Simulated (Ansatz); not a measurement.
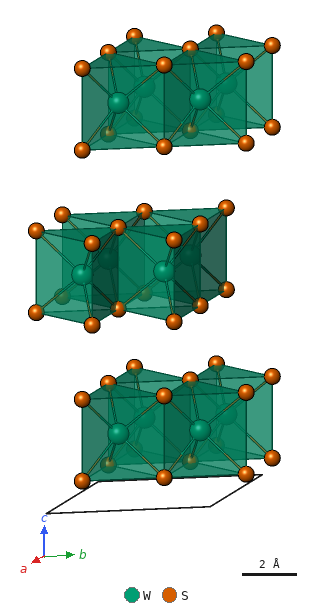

The starting point is solid WS2. The picture is a polyhedral view of the 2 × 2 repeat of the cell, outlined in the plane, without the vacuum, seen slightly off an axis.

The calculation used DFT PBEsol, scalar-relativistic, plane waves, PAW in Ansatz. Settings: plane-wave cutoff 420 eV; k-point mesh 12 × 12 × 1; occupations gaussian; smearing width 0.02 eV; no spin polarisation.

The variant: Biaxial strain in the a–b plane, +3.0 %, is applied. The c axis and the atoms are relaxed.

**What is the effect?**

In the plane the drawn cell goes a 6.292 → 6.481 Å (+3.0 %), b 6.292 → 6.481 Å (+3.0 %). The largest moves relative to the cell and the layer's centre, 0.11 Å, are those of S atoms. By element the largest moves are S 0.11 Å, W 0.07 Å. Among the bonded contacts that change: S–W 2.399 → 2.419 Å. The space group stays P-6m2 (No. 187). Energy change: +28.1 meV per atom. Pressure: 0.0 GPa before, −3.5 GPa after. The principal stresses (compression positive) are 0.0 GPa along the normal (+c) and −5.3 GPa across it.

The changed structure in the same view:

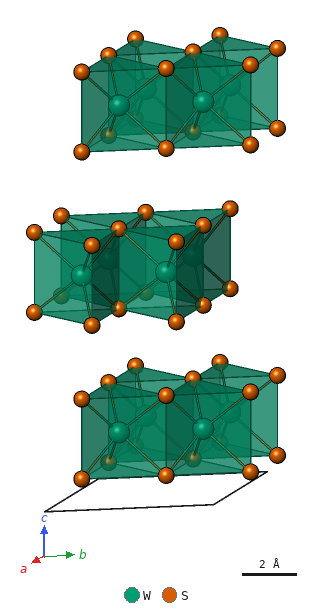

Limits of the set-up: layers or molecules are held without a dispersion correction, so their spacing is unreliable.
